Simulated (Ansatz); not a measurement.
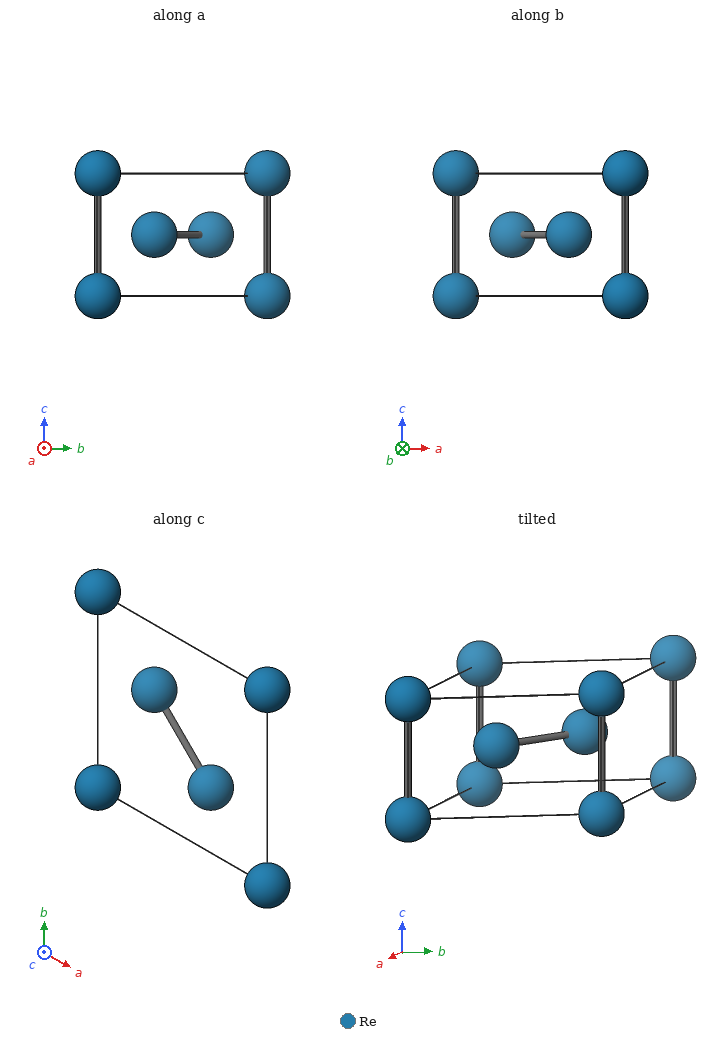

Shown here is a ball-and-stick view of the crystal, taken along the a axis, along the b axis, along the c axis and slightly off an axis. The conventional unit cell is drawn as a box.

Lattice parameters: a = 4.396 Å, b = 4.396 Å, c = 2.755 Å, α = 90.00°, β = 90.00°, γ = 120.00°. Put a along x and b in the xy plane.

Q: Write down what is shown as a POSCAR file.

A:
```
Re
1.0
     4.396    0.000    0.000
    -2.198    3.807    0.000
     0.000    0.000    2.755
Re
3
Direct
  0.0000 0.0000 0.0000
  0.3333 0.6667 0.5000
  0.6667 0.3333 0.5000
```

Starting structure: a structure type filled with this element by a generator (whether the element takes this form wasn't checked). Earlier steps of the study may have refined or changed the cell and positions. Ansatz was used for an electronic-structure calculation on it.
